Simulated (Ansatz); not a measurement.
Al: single-point calculation

- system: Al (4 atoms in the cell)
- method: DFT, PBEsol, plane waves, PAW, no spin polarisation (Ansatz 0.2.0)

The structure derives from a Materials Project entry. Some settings of this run were made unusual or wrong on purpose.

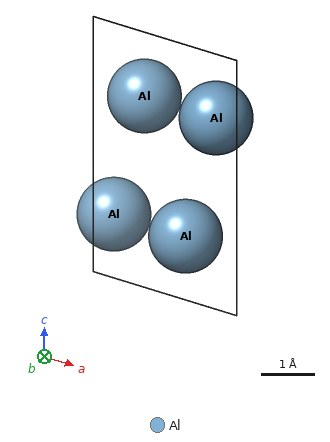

Figure 1. The structure (spheres-only view of the cell of the calculation, along the b axis). An atom can appear more than once, as a periodic image.

### What the run reported

```json
{"quantity": "outcome", "value": "converged"}
{"quantity": "space group (tolerance 0.01 Å)", "value": "P2₁/m (11)"}
{"quantity": "electrons treated", "value": "12"}
{"quantity": "free energy", "value": "−2098.0471 eV"}
{"quantity": "Fermi energy", "value": "7.996 eV"}
{"quantity": "gap on the k-point mesh", "value": "none (metallic)"}
{"quantity": "pressure", "value": "0.20 GPa"}
{"quantity": "largest force (length of the vector)", "value": "0.146 eV/Å"}
{"quantity": "hardware", "value": "2 threads of AMD EPYC (Zen 3), 189 GiB of memory available, shared host"}
{"quantity": "wall time", "value": "95 s (CPU time 3 min)"}
{"quantity": "peak memory", "value": "1.8 GiB"}
```

### Remarks

The input was spoiled on purpose: mixing far too strong (`scf.mixing`). It did no harm here: the run converged to the energy of the sound run within 1 meV per atom.

### Input
```yaml
crystal:
  lattice:
    - [-2.8500701807, 0.0, 0.0]
    - [0.0, 4.9364663581, 0.0]
    - [1.4250350903, -2.4682331791, -4.6373162797]
  atoms:
    - { symbol: Al, position: [0.143607615, 0.7809235552, 0.25] }
    - { symbol: Al, position: [0.643607615, 0.2809235552, 0.25] }
    - { symbol: Al, position: [0.856392385, 0.2190764448, 0.75] }
    - { symbol: Al, position: [0.356392385, 0.7190764448, 0.75] }
basis:
  ecutwfc: 420
kpoints:
  mp_grid: { grid: [22, 22, 22] }
hamiltonian:
  xc: pbesol
scf:
  occupations: { method: gaussian, width: 0.15 }
  mixing: { algorithm: anderson, beta: 1.0, ndim: 1, preconditioner: none }
  max_iter: 60
output:
  forces: true
  eigenvalues: true
  stress: true
```

Run as:
```bash
ansatz run input.yaml --threads 2 --pin off --max-ram 5120MiB --backend cpu --events-out ev --progress --plain --runs-dir out
```

### What the program printed
```
Engine: ansatz 0.2.0, x86_64-unknown-linux-gnu
Pseudopotentials: kind: paw
Pseudopotential: Al, paw, valence charge 3, recommended cutoff 420 eV (normal), Al.paw.azcp
Functional definition: PBEsol
  exchange = pbesol_x
  correlation = pbesol_c
Crystal: 4 atoms, lattice volume = 65.244 Å³
Basis set: ecut = 420 eV, 1263 PW (Γ), exchange–correlation on 40×72×80 points (8 copies of the dense FFT grid, shifted against one another)
Bands: 10, of which v1, the nominal top of the filled ones, is band 6 counted from 1 (5 counted from 0)
Symmetry: 8 space group operations
Space group: P21/m (ITA 11), of the structure as read, at distance tolerance 4.0e-5 Å
k-points: 2796 of 10648
Non-local potential: Al, projectors of the file, l = 0: 2, l = 1: 2, l = 2: 1
PAW form: soft (Blöchl's): semilocal exchange-correlation on the pseudo side does not see the compensation charge
PAW frozen core: Al, regenerated for the run's functional, and the local potential with it (the file was generated under x = pbe(κ = 0.804, μ = 0.2195149727645171), c = pbe(β = 0.06672455060314922))
PAW one-centre angular grid: Al, 110 points (default); XC on 64 Gauss nodes
Initial density: superposition of atomic densities (neutral atoms: chi_scale 0, normalization atom), corrected by the library's trained network
Initial wavefunctions: pseudopotential atomic-orbital guess
Functional: x = pbesol(κ = 0.804, μ = 0.12345679012345678), c = pbesol(β = 0.046)
SCF iter   1: F=—  HF=-2098.047912 eV  |F-HF|=—  |Δ(HF+E_count)|=         —  Δρ=1.97e-3  dr2=2.97e-3  ethr=1.77e-3  ⟨swp⟩=6.4  Hψ=224567  notcnv=0
SCF iter   2: F=—  HF=-2098.047145 eV  |F-HF|=—  |Δ(HF+E_count)|=   7.67e-4  Δρ=4.79e-4  dr2=2.02e-4  ethr=2.48e-5  ⟨swp⟩=2.3  Hψ=67417  notcnv=0
SCF iter   3: F=—  HF=-2098.047076 eV  |F-HF|=—  |Δ(HF+E_count)|=   6.95e-5  Δρ=1.22e-4  dr2=1.29e-5  ethr=1.69e-6  ⟨swp⟩=2.2  Hψ=44595  notcnv=0
SCF iter   4: F=—  HF=-2098.047112 eV  |F-HF|=—  |Δ(HF+E_count)|=   3.63e-5  Δρ=3.15e-5  dr2=8.64e-7  ethr=1.08e-7  ⟨swp⟩=2.2  Hψ=44650  notcnv=0
SCF iter   5: F=-2098.047112 eV  HF=-2098.047112 eV  |F-HF|=2.68e-8  |Δ(HF+E_count)|=   2.90e-7  Δρ=8.24e-6  dr2=5.88e-8  ethr=8.33e-10  ⟨swp⟩=5.3  Hψ=140594  notcnv=0
SCF 1 converged in 5 iterations: F = -2098.047112 eV  dr2 = 5.88e-8
  greatest PAW one-centre occupation: 0.457 electrons in one spin orbital (limit 2), on the Al atom at site 3 (counted from 0), in its partial waves of l = 0
SCF converged after 5 iterations
Stability not checked: this state was not tested for a lower state beside it, because the mixer in use, unlike msr1, does not test its closes by its own steps (another_mixer; see scf.mixing.algorithm and scf.lower_state_search)
Free energy (F): -2098.047112 eV
Harris-Foulkes:  -2098.047112 eV  (|F-HF|=2.68e-8)
Internal energy: -2098.029017 eV  (E = F + TS)
E sigma→0 (E₀):  -2098.038064 eV
Entropy (-TS):   -0.018094 eV (-4.524 meV/atom)
Fermi energy:    7.995975 eV
--- Per-component energies (eV) ---
  E_band       = 42.727308
  E_kinetic    = 91.907432
  E_local      = 39.647038  (includes V_loc(G=0)·N_el)
  E_nonlocal   = 41.868482
  E_hartree    = 0.403314
  E_xc         = -157.907975
  E_vxc        = -116.983299  (∫ρ·V_xc dr)
  E_paw        = -1818.892256  (= ΣΔE_a)
  E_vpaw       = -14.518869  (= ΣTr[D̂ρ^β])
  E_aug_tail   = -0.000010  (compensation charges beyond the density's cutoff)
  E_ewald      = -295.131599
  E_core_change = 0.076556  (= ΣΔE_core)
  E_smearing   = -0.018094  (= −TS)
  E_closure    = 0.000000  (closes the sum)
  Σ components = -2098.047112   (vs F -2098.047112, Δ=0.00e0)
--- Forces (eV/Å), atoms counted from 1 ---
  atom   1  Al     0.08771178     0.11675762    -0.00000000
  atom   2  Al     0.08771178     0.11675762    -0.00000000
  atom   3  Al    -0.08771178    -0.11675762     0.00000000
  atom   4  Al    -0.08771178    -0.11675762     0.00000000
  max |Σ_I F_I| component: 1.39e-17 eV/Å
--- Stress (GPa, compression-positive) ---
       -0.411732      -0.172239       0.000000
       -0.172239      -0.135672       0.000000
        0.000000       0.000000       1.145929
  P = ⅓ Tr σ = 0.1995 GPa (1.995 kbar)
--- Band table (eV; the first three rows and the last of 2796) ---
  k-point 0: bands = ["-3.2012", "3.3902", "3.6527", "4.0283", "4.0283", "4.7881", "4.7881", "15.0599", "15.0599", "15.4801"]
  k-point 1: bands = ["-3.1870", "2.9221", "3.9044", "3.9749", "4.1458", "4.8707", "4.9353", "14.8124", "15.2457", "15.3483"]
  k-point 2: bands = ["-3.1443", "2.3691", "3.7063", "3.8048", "4.7733", "5.1224", "5.2095", "14.5854", "14.8226", "14.9427"]
  k-point 2795: bands = ["2.6452", "2.8136", "4.0739", "4.0739", "4.7209", "4.7209", "8.6426", "9.2271", "9.4301", "9.7911"]
```
